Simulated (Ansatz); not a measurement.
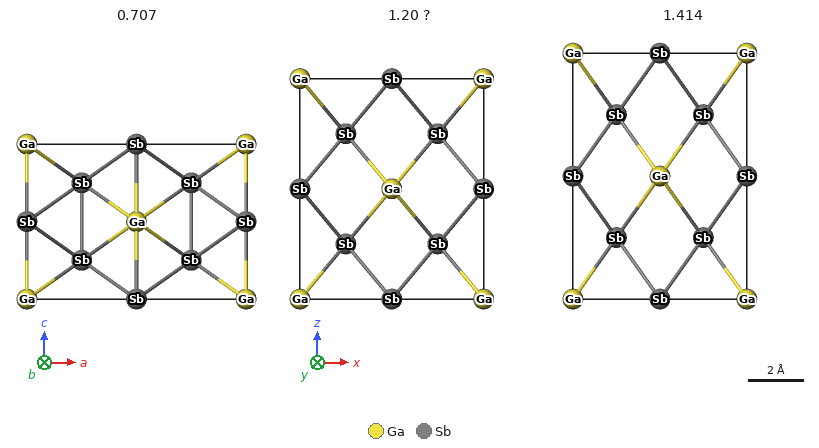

Energy scan for solid GaSb$_{3}$ (Fm-3m), in which the ratio of the cell's length along z to its lengths across, counted as 1 for the reference, is changed at fixed volume (a tetragonal or Bain path), with the atoms kept at their fractional coordinates. x, y and z are the Cartesian axes of the input. A ball-and-stick model of the conventional cell (4 times the calculation's cell), seen along the b axis. Lengths and directions refer to the drawn axes.

Level of theory: DFT PBEsol+D3(BJ), scalar-relativistic, plane waves, PAW (Ansatz 0.2.0). Settings: plane-wave cutoff 420 eV; k-point mesh 14 × 14 × 14; occupations gaussian; smearing width 0.15 eV; no spin polarisation. Energies (free energies at the smearing named) are counted from the relaxed crystal.

```tsv
axial ratio over its reference value	E − E(ref) (meV/atom)
0.707	112.1
0.780	33.0
0.850	11.1
1.000	0.0
1.200	?
1.300	39.7
1.414	45.7
```

Question: Estimate the missing energy from the other rows, and compare with the calculation.

Answer: A straight line between the two neighbours gives 26.5 meV/atom. A cubic through the four nearest rows (0.850, 1.000, 1.300, 1.414) gives, with Lagrange weights, (−0.1124)(11.1) + (0.4020)(0.0) + (0.9734)(39.7) + (−0.2630)(45.7) = 25.4 meV/atom. The calculation gives 32.0 meV/atom, so the cubic is 6.6 meV/atom too low and the straight line 5.5 meV/atom too low, as the curve bends downwards here.

The whole profile:

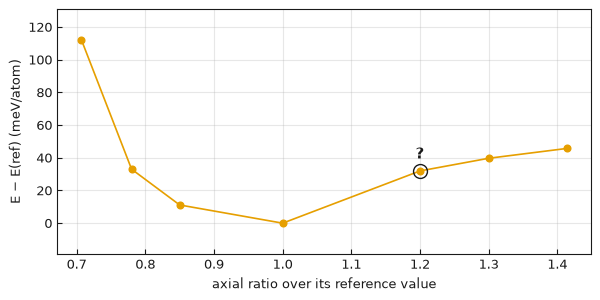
